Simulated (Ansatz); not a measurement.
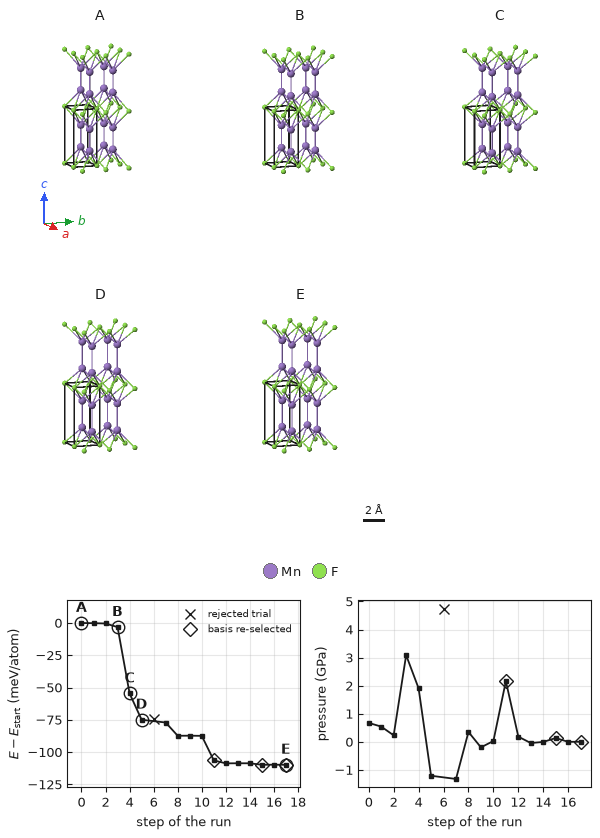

Frames of a relaxation of solid Mn2F (a generated structure, set up in P4/mmm), marked on the history of the run. A ball-and-stick model of the cell of the calculation, repeated 2 × 2 × 2 with one cell outlined, seen slightly off an axis.

Method: Ansatz 0.2.0, DFT PBE, scalar-relativistic, plane waves, PAW. Settings: plane-wave cutoff 420 eV; k-point mesh 18 × 18 × 8; occupations gaussian; smearing width 0.1 eV; collinear spin; cell and atoms relaxed; force threshold 0.01 eV/Å; at most 80 steps.

**What happens along the run?**

The largest moves relative to the cell, 0.16 Å, are those of Mn atoms. F stays in place. Cell: a = b 2.465 → 2.686 Å (+9.0 %), c 5.732 → 6.040 Å (+5.4 %). Volume +25.1 %. Among the contacts that change: Mn–Mn 2.200 → 2.638 Å, Mn–Mn 2.465 → 2.686 Å, F–Mn 2.482 → 2.550 Å. The space group stays P4/mmm (No. 123). The energy falls by 110 meV per atom in 13 accepted moves (17 points after the start). Largest force component: 0.011 eV/Å at the start, 0.0022 eV/Å at the end. Pressure: 0.68 GPa at the start and 0.01 GPa at the end. The line search rejected the trial step at point 6 of the run. At 3 points the geometry stayed and the basis and grid were re-selected for the new cell (energy shift of 19.0 meV per atom at most each time). The run may lie on a higher electronic state than the lowest, so the end point isn't shown to be the ground-state structure. The run took 13 min on 1 thread of Arm Neoverse V1, on a shared host, peak memory 0.69 GiB. From step 0 to 3: Mn atoms move most (0.03 Å), volume +8.2 %, energy −3.2 meV per atom. From step 3 to 4: Mn atoms move most (0.10 Å), volume +10.1 %, energy −51.4 meV per atom. From step 4 to 5: Mn atoms move most (0.07 Å), volume +3.6 %, energy −20.3 meV per atom. From step 5 to 17: Mn atoms move most (0.05 Å), volume +1.4 %, energy −34.8 meV per atom.
